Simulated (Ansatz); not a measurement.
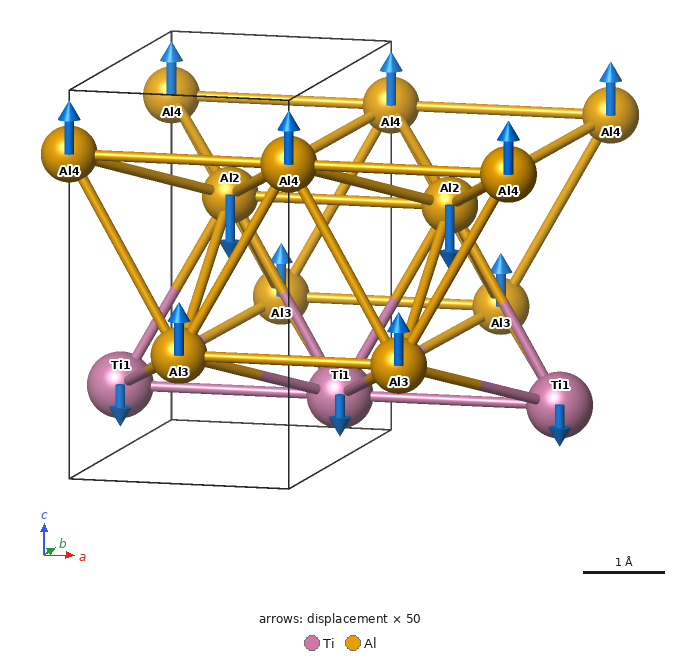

This is a relaxation of solid TiAl3 (set up in Pmm2). The starting structure is drawn; blue arrows show the displacements (the part carried along by the change of the cell is left out), 50 times their true length.

A ball-and-stick model of the cell of the calculation, repeated 2 × 1 × 1 with one cell outlined, seen slightly off an axis.

These are results of DFT r2SCAN, scalar-relativistic, plane waves, PAW (Ansatz), not measurements.

Input file:
```yaml
crystal:
  lattice:
    - [2.839677, 0.0, 0.0]
    - [0.0, 4.681264, 0.0]
    - [0.0, 0.0, 4.900742]
  atoms:
    - { symbol: Ti, position: [0.0, 0.5, 0.165916] }
    - { symbol: Al, position: [0.5, 0.5, 0.667271] }
    - { symbol: Al, position: [0.5, 0.0, 0.330912] }
    - { symbol: Al, position: [0.0, 0.0, 0.8359] }
basis:
  ecutwfc: 500
kpoints:
  mp_grid: { grid: [14, 10, 10] }
hamiltonian:
  xc: r2scan
scf:
  occupations: { method: gaussian, width: 0.1 }
output:
  forces: true
  stress: true
  eigenvalues: true
relax:
  adjacent_minimum: "off"
  f_tol: 0.005
  max_steps: 80
  cell: { stress_tol: 0.05 }
```

Launched with:
```bash
ansatz run input.yaml --threads 2 --pin off --max-ram 5120MiB --backend cpu --events-out ev --progress --plain --runs-dir out
```

### What did the optimiser do to the structure, and how much energy did it gain?

The atom that moves furthest relative to the cell is Al2 (0.017 Å along −c). Largest moves by element: Al 0.017 Å, Ti 0.011 Å. The volume changes by −2.0 %, with a 2.840 → 2.785 Å (−1.9 %), b 4.681 → 4.675 Å (−0.1 %), c 4.901 → 4.902 Å (0.0 %). Near-neighbour distances that change, for instance: Al2–Al2 2.840 → 2.785 Å, Ti1–Ti1 2.840 → 2.785 Å, Al2–Al3 2.863 → 2.843 Å, Ti1–Al2 2.838 → 2.820 Å. The space group stays Pmm2 (No. 25). After 3 accepted moves (4 points after the start) the energy has fallen by 4.0 meV per atom. Largest force component: 0.04 eV/Å at the start, 0.0039 eV/Å at the end. Pressure: −2.17 GPa at the start and −0.01 GPa at the end. At 1 point the geometry stayed and the basis and grid were re-selected for the new cell (energy shift of 0.1 meV per atom at most each time).
